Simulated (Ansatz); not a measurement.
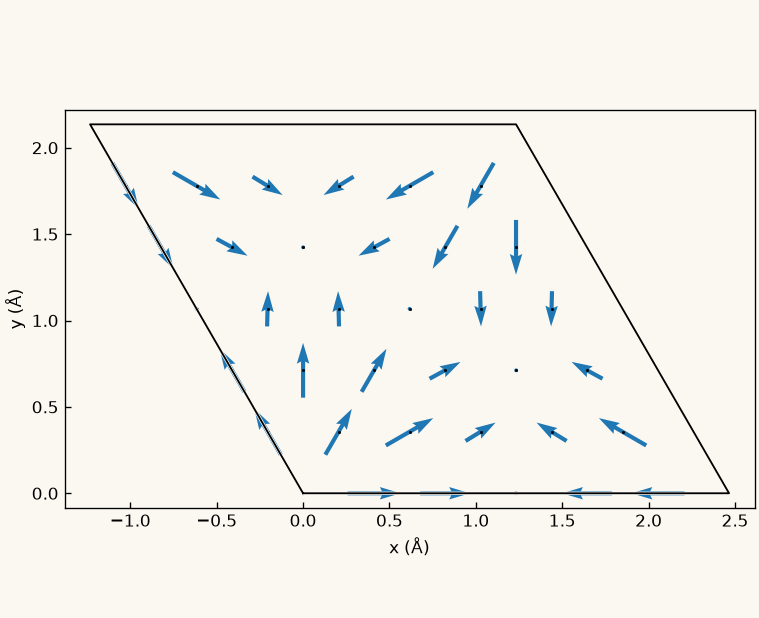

A bilayer of two C sheets of the honeycomb type (4 atoms in the cell). The upper layer of a bilayer is slid over the lower one; relaxed at each slide: nothing; the origin of the map has C3 above C1; the distance between the facing planes is held at 3.31 Å. Places are given modulo a cell vector. The map is drawn in real space over the plane of the slide. Grid: 6 × 6 points; 7 points were computed and 29 follow by symmetry. At a held distance the lowest stacking need not be the one that binds best once the distance relaxes. Computed with DFT PBE+D3(BJ), scalar-relativistic, plane waves, PAW (Ansatz). Settings: cutoff 420 eV, k-mesh 15×15×1, gaussian smearing 0.1 eV, no spin polarisation.

In the figure: dots at the grid points, arrows along the force (downhill), their lengths compressed, the outline of one cell of the plane.

The arrows alone are given. Where are the wells?

Answer. The arrows converge at (2/6, 4/6) of the cell vectors; (4/6, 2/6) of the cell vectors (read from the interpolated surface).

The energy map of the same scan:

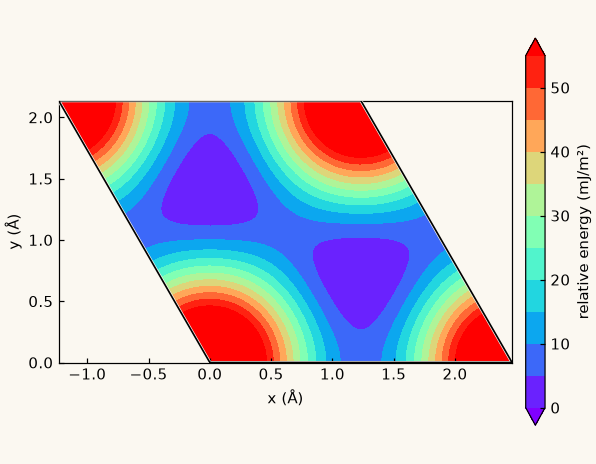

Energies are in mJ/m², from the lowest grid point; between grid points the surface is interpolated.

PAW datasets: the set soft_1.
